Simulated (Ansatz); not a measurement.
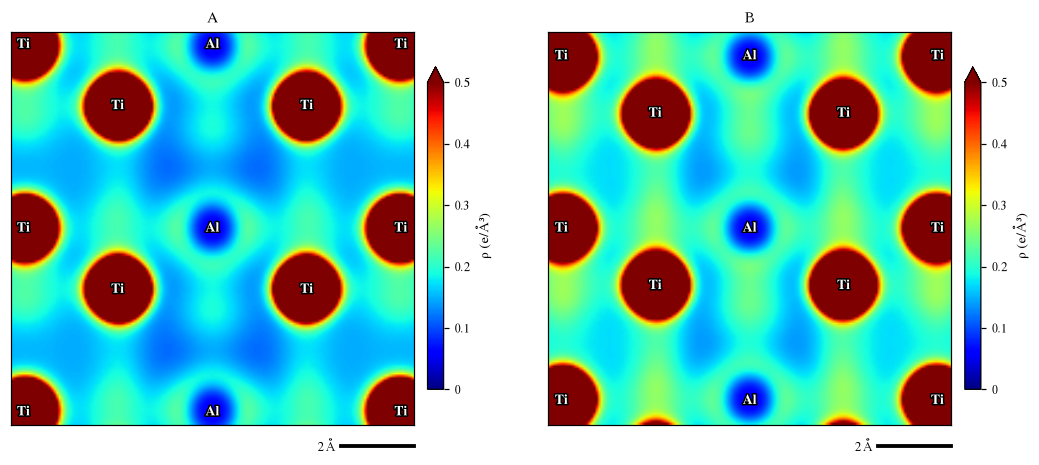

Ti3Al. The valence charge density (pseudo) of two cells that differ in size and shape, on the (110) plane of each (indices in the axes of the calculation cell), at one length scale and on one colour scale: A has 18.5 Å³ an atom and B 16.2.

Space group P-6m2; a point of a scan over the structure, not its minimum; a structure from a database of computed crystals, not necessarily the ambient phase; computed without spin polarisation; PAW files of the earlier set (soft_1).

The calculation used DFT PBE, scalar-relativistic, plane waves, PAW in Ansatz.

Core electrons are frozen (PAW), and the valence fields are smoothed inside the atomic spheres.

Question: What changes from the larger cell to the smaller?

Answer: From the larger cell to the smaller, Ti–Ti goes from 3.06 to 2.99 Å, and the density at its midpoint from 0.16 to 0.18 e/Å³; Ti–Al goes from 3.06 to 3.00 Å, and the density at its midpoint from 0.16 to 0.18 e/Å³; the pressure goes from −7 to 6 GPa.
